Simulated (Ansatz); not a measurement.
```
Co Si
1.0
     4.38579    0.00001    0.00000
     0.00001    4.38582   -0.00002
     0.00000   -0.00002    4.38583
Co Si
4 4
Direct
  0.14562 0.14562 0.14562
  0.35438 0.85438 0.64562
  0.64563 0.35437 0.85438
  0.85437 0.64562 0.35438
  0.84328 0.84327 0.84328
  0.65672 0.15672 0.34327
  0.34327 0.65672 0.15672
  0.15672 0.34327 0.65673
```

Space group P2₁3; changed on purpose from its base cell (all atoms moved at random, sigma 0.4 A a component, cell strained at random, sigma 0.01; relaxed back); computed without spin polarisation.

All numbers below come from DFT PBEsol, scalar-relativistic, plane waves, PAW in Ansatz 0.2.0.

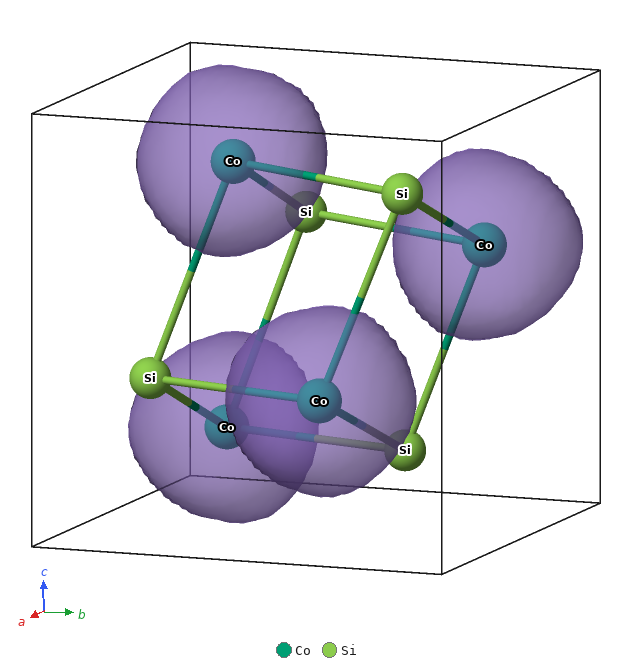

CoSi. Isosurface of the valence pseudo-density at 0.6 e/Å³ (purple), seen slightly off an axis. Sticks mark near contacts.

Core electrons are frozen (PAW), and the valence fields are smoothed inside the atomic spheres.

How is the density connected at this value?

Answer. At this value the density breaks into separate islands; it holds about 70 % of the electrons treated as valence (semicore included). It bridges none of the near contacts. It is pinched off along the sampled Co–Si (2.30 Å) and Co–Si (2.40 Å) contacts. On the grid the lowest density along these lines, outside the cores, is 0.45 e/Å³ (Co–Si, 2.30 Å) and 0.43 e/Å³ (Co–Si, 2.40 Å).

Does the calculation give a band gap?

Answer. It is gapless in this calculation (a metal or semimetal).
